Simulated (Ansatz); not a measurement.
**GaN: 6 runs along one coordinate**

System: GaN (F-43m, 2 atoms in the cell).
Method: Kohn-Sham DFT of a periodic cell, HISS, Ansatz PAW, no spin polarisation (Ansatz 0.2.0).

The 6 runs differ only in the geometry, by an even scaling of the cell at fixed fractional positions. The structure derives from a Materials Project entry.

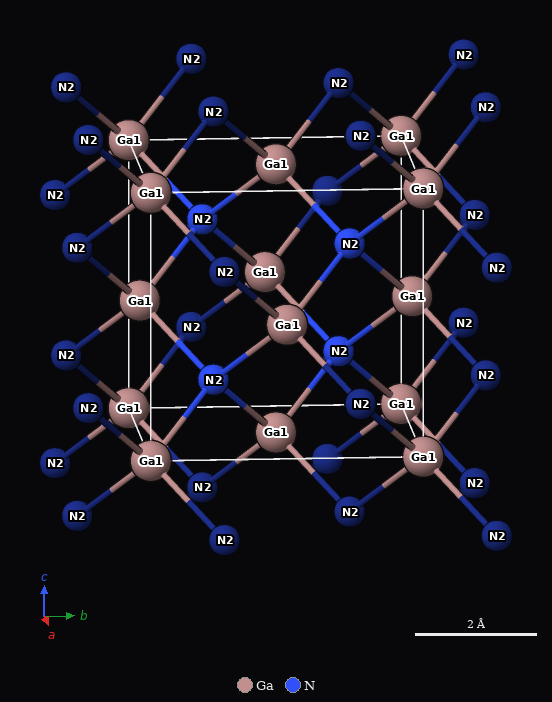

Figure 1. The structure of run 4 (ball-and-stick view of the cell 4 times as large as that of the calculation, set on its symmetry axes, seen at an oblique angle; neighbours outside the cell are drawn fainter; atoms are numbered from 1 in the order of the input).

### Input of run 4
```yaml
crystal:
  lattice:
    - [0.0, 2.2684248875, 2.2684248875]
    - [2.2684248875, 0.0, 2.2684248875]
    - [2.2684248875, 2.2684248875, 0.0]
  atoms:
    - { symbol: Ga, position: [0.0, 0.0, 0.0] }
    - { symbol: "N", position: [0.25, 0.25, 0.25] }
hamiltonian:
  xc: hiss
  pseudopotentials: { kind: paw }
kpoints:
  mp_grid: { grid: [5, 5, 5] }
scf:
  occupations: { method: fermi_dirac, width: 0.05 }
  exx: { singularity: none }
output:
  forces: true
  stress: true
  eigenvalues: true
```

Command:
```bash
ansatz run input.yaml --threads 2 --pin off --max-ram 5632MiB --backend cpu --events-out ev --progress --plain --runs-dir out
```

Run 2 differs from it as follows:
```diff
-    - [0.0, 2.2684248875, 2.2684248875]
-    - [2.2684248875, 0.0, 2.2684248875]
-    - [2.2684248875, 2.2684248875, 0.0]
+    - [0.0, 2.2230441631, 2.2230441631]
+    - [2.2230441631, 0.0, 2.2230441631]
+    - [2.2230441631, 2.2230441631, 0.0]
```

### Results, with one run withheld

```tsv
run	volume per atom (Å³)	free energy per atom, from the lowest run given (meV)	pressure (GPa)	gap on the mesh (eV)
1	10.757	9.08	8.13	4.31
2	10.986	?	?	?
3	11.215	0.00	−1.49	3.97
4	11.673	15.77	−9.28	3.65
5	11.902	31.41	−12.59	3.50
6	12.131	51.78	−15.58	3.34
```

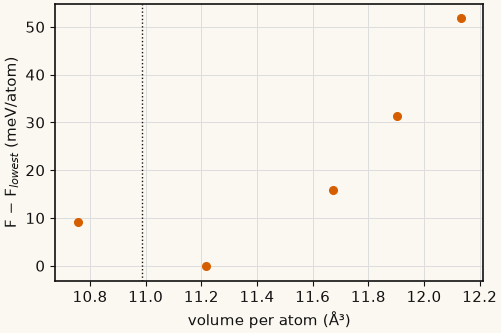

Figure 2. Free energy per atom of the runs given; the dotted line marks run 2.

Estimate the energy of run 2 from the others.

A cubic polynomial in V^(−2/3) (the Birch–Murnaghan form), fitted to the 5 runs given, misses them by at most 0.04 meV per atom. With x = V^(−2/3) − 0.19607 Å⁻², it reads F = 7.9394 − 3745.5 x + 4.2462e+05 x² − 1.5037e+05 x³ (meV per atom). At run 2 it gives 1.13 meV per atom, and the run itself gives 0.92. The slope of the fit gives a pressure −dF/dV of 3.09 GPa there, and the run prints 3.06 GPa. The fit has its minimum at 11.139 Å³ per atom, where V d²F/dV² gives 217 GPa: the bulk modulus at this level, since symmetry fixes the shape and the positions. The gap on the mesh goes, without turning, from 4.31 eV in run 1 to 3.34 eV in run 6; run 2 has 4.14 eV. These are gaps of this functional on this mesh, which can miss the band edges; they aren't the measured gap.

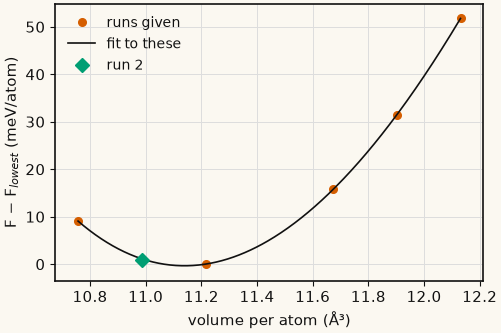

Figure 3. The fit and the withheld run.

### Output, shortened to warnings, some set-up lines, iterations and results (run 2)
```
Warning: output.stress: scf.convergence.dr2_threshold = 1e-7 eV (the SCF's general default) is looser than the 2e-10 eV advised for a printed stress (1e-10 eV for each atom of the cell: 2). What an SCF threshold leaves in a stress goes as its square root, and in the free energy as the threshold itself, and one threshold admits the most on a small cell: of the crystals measured, under no hybrid …
Warning: output.stress: scf.exx.energy_threshold = 1e-6 eV is looser than the 2e-8 eV advised for a stress under a hybrid functional (1e-8 eV for each atom of the cell: 2). Every SCF of the exchange loop can meet its threshold on dr2 while the loop round them stops early: no threshold on dr2 bounds what that leaves in the stress. Set scf.exx.energy_threshold to 2e-8 eV or tighter. The threshold …
Basis set: ecut = 420 eV, 411 PW (Γ), exchange–correlation on 48×48×48 points (8 copies of the dense FFT grid, shifted against one another)
Symmetry: 24 space group operations
k-points: 10 of 125 (time reversal used)
Initial density: superposition of atomic densities (neutral atoms: chi_scale 0, normalization atom), corrected by the library's trained network
[...]
SCF iter   1: F=—  HF=-4168.106223 eV  |F-HF|=—  |Δ(HF+E_count)|=         —  Δρ=3.97e-3  dr2=2.89e-3  ethr=1.77e-3  ⟨swp⟩=5.3  Hψ=557  notcnv=0
SCF iter   2: F=-4168.105299 eV  HF=-4168.105515 eV  |F-HF|=2.16e-4  |Δ(HF+E_count)|=   7.08e-4  Δρ=1.34e-3  dr2=3.30e-4  ethr=1.60e-5  ⟨swp⟩=2.9  Hψ=267  notcnv=0
SCF 1 stopped early in 2 iterations: F = -4168.105299 eV  dr2 = 3.30e-4
SCF iter   1: F=—  HF=-4169.980942 eV  |F-HF|=—  |Δ(HF+E_count)|=         —  Δρ=1.83e-2  dr2=4.05e-2  ethr=1.83e-5  ⟨swp⟩=5.0  Hψ=550  notcnv=0
SCF iter   2: F=—  HF=-4169.964030 eV  |F-HF|=—  |Δ(HF+E_count)|=   1.69e-2  Δρ=6.02e-3  dr2=5.89e-3  ethr=1.83e-5  ⟨swp⟩=4.0  Hψ=425  notcnv=0
[... 6 lines ...]
SCF iter   2: F=—  HF=-4169.980714 eV  |F-HF|=—  |Δ(HF+E_count)|=   2.84e-6  Δρ=3.81e-5  dr2=3.09e-7  ethr=5.14e-9  ⟨swp⟩=4.0  Hψ=386  notcnv=0
SCF iter   3: F=—  HF=-4169.980714 eV  |F-HF|=—  |Δ(HF+E_count)|=   8.17e-8  Δρ=9.00e-6  dr2=2.54e-8  ethr=1.35e-9  ⟨swp⟩=3.0  Hψ=262  notcnv=0
SCF iter   4: F=—  HF=-4169.980714 eV  |F-HF|=—  |Δ(HF+E_count)|=   1.22e-7  Δρ=1.12e-5  dr2=2.93e-8  ethr=3.21e-11  ⟨swp⟩=4.0  Hψ=434  notcnv=0
SCF iter   5: F=-4169.980714 eV  HF=-4169.980714 eV  |F-HF|=2.91e-11  |Δ(HF+E_count)|=   9.72e-9  Δρ=7.66e-7  dr2=2.69e-10  ethr=3.21e-11  ⟨swp⟩=3.3  Hψ=274  notcnv=0
SCF 3 converged in 5 iterations: F = -4169.980714 eV  dr2 = 2.69e-10
  Residual-converged pass: ⟨swp⟩=3.0  Hψ=260  notcnv=0  max |occ|·‖R‖ = 2.2e-6 eV (tolerance 2.4e-6 eV)  dr2=2.63e-10  dr2_onsite=4.59e-11  max |Δocc| = 0.0e0
hybrid outer 2: dexx = +1.899e-6 eV, tail = 3.66e-8 eV, Δε = 7.86e-3 eV (about 2.05e-4 eV left of the loop's levels)
hybrid SCF converged: 2 outer / 11 inner (+2 warm-up), last move |dexx| = 1.90e-6 eV, tail = 3.66e-8 eV
Stability not checked: this state was not tested for a lower state beside it, because the functional holds exact exchange (a hybrid, or Hartree-Fock), whose exchange loop this test does not read (fock_operator; see scf.lower_state_search)
Free energy (F): -4169.980714 eV
Frozen-core exchange: fock
Harris-Foulkes:  -4169.980714 eV  (|F-HF|=2.91e-11)
Internal energy: -4169.980714 eV  (E = F + TS)
E sigma→0 (E₀):  -4169.980714 eV
Fermi energy:    11.083797 eV
--- Per-component energies (eV) ---
  E_band       = -51.664129
  E_kinetic    = 249.141206
  E_local      = -1921.737109  (includes V_loc(G=0)·N_el)
  E_nonlocal   = 472.348756
  E_hartree    = 890.302173
  E_xc         = -96.329104
  E_vxc        = -102.031526  (∫ρ·V_xc dr)
  E_exx        = -65.274200  (= α·E_x^exact, valence–valence)
  E_paw        = -2091.687876  (= ΣΔE_a)
  E_vpaw       = -399.441545  (= ΣTr[D̂ρ^β])
  E_aug_tail   = 0.000011  (compensation charges beyond the density's cutoff)
  E_ewald      = -1609.183341
  E_core_change = 2.438771  (= ΣΔE_core)
  E_smearing   = -0.000000  (= −TS)
  E_closure    = 0.000001  (closes the sum)
  Σ components = -4169.980714   (vs F -4169.980714, Δ=0.00e0)
--- Forces (eV/Å), atoms counted from 1 ---
  atom   1  Ga     0.00000000    -0.00000000    -0.00000000
  atom   2  N     -0.00000000     0.00000000    -0.00000000
  max |Σ_I F_I| component: 3.70e-17 eV/Å
--- Stress (GPa, compression-positive) ---
        3.060046      -0.000000      -0.000000
       -0.000000       3.060046       0.000000
        0.000000       0.000000       3.060046
  P = ⅓ Tr σ = 3.0600 GPa (30.600 kbar)
```

Warnings of the run: the exchange loop's threshold is looser than advised for the stress; the SCF threshold is looser than advised for the printed stress.
